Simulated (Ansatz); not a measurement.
Input file:

```
crystal:
  lattice:
    - [3.0322239879, 0.0, 0.0]
    - [-1.516111994, 2.6259830035, 0.0]
    - [0.0, 0.0, 7.524137]
  atoms:
    - { symbol: Ta, position: [0.6666666667, 0.3333333333, 0.82607] }
    - { symbol: Ta, position: [0.3333333333, 0.6666666667, 0.17393] }
    - { symbol: Ta, position: [0.0, 0.0, 0.5] }
    - { symbol: "N", position: [0.0, 0.0, 0.0] }
hamiltonian:
  xc: blyp
  pseudopotentials: { kind: paw }
kpoints:
  mp_grid: { grid: [7, 7, 3] }
  band_path:
    path:
      - [[0.0, 0.0, 0.0], [0.5, 0.0, 0.0], [0.3333333333, 0.3333333333, 0.0], [0.0, 0.0, 0.0], [0.0, 0.0, 0.5], [0.5, 0.0, 0.5], [0.3333333333, 0.3333333333, 0.5], [0.0, 0.0, 0.5]]
      - [[0.5, 0.0, 0.5], [0.5, 0.0, 0.0]]
      - [[0.3333333333, 0.3333333333, 0.0], [0.3333333333, 0.3333333333, 0.5]]
    npoints: 14
scf:
  occupations: { method: fermi_dirac, width: 0.05 }
  n_extra_bands: 10
output:
  forces: true
  stress: true
  eigenvalues: true
  fatbands: false
  write_density: true
  write_potential: true
  elf: true
  volumetric_format: npy
```

Run with:

```sh
ansatz run input.yaml --threads 2 --pin off --max-ram 5632MiB --backend cpu --events-out ev --progress --plain --runs-dir out
```

Below, planes, directions and counts refer to the conventional cell (a = 3.03 Å, b = 3.03 Å, c = 7.52 Å, α = 90.00°, β = 90.00°, γ = 120.00°).

Space group P-3m1; a structure from a database of computed crystals, not necessarily the ambient phase; computed pressure about 7 GPa in this cell.

Computed with Kohn-Sham DFT of a periodic cell, BLYP, Ansatz PAW in Ansatz.

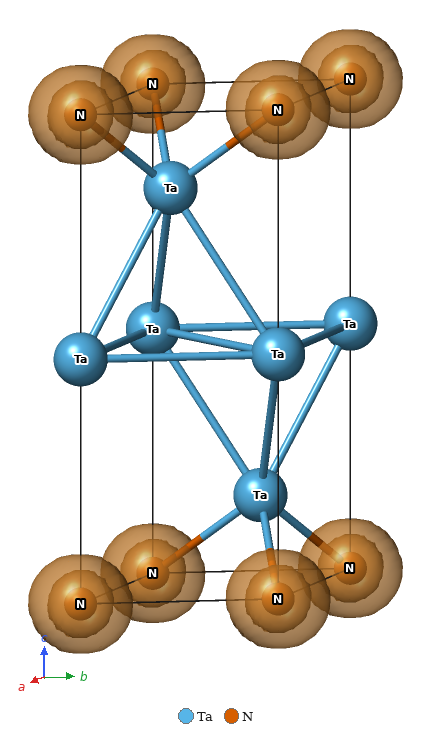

Ta$_{3}$N. Isosurface of the electron localisation function at 0.75 (orange), seen slightly off an axis. Only the valence region is drawn (cores and ρ < 0.01 e/Å³ removed). Sticks mark near contacts.

In a PAW calculation such maps are meaningful between the atoms, not at the nuclei.

> What do the ELF domains correspond to?

At this value the surface marks out one region wrapped around N (its valence shell), counted in one cell of 4 atoms. Regions shared between cells count once. Along the contacts the grid gives the following. Ta–N (2.19 Å): the ELF peaks at about 0.80 in the valence shell of N, 0.7 Å from its nucleus, and drops to about 0.15 between the two atoms (no shared electron pair shows on this line). Ta–Ta (3.01 Å): the ELF is about 0.35 at the midpoint.
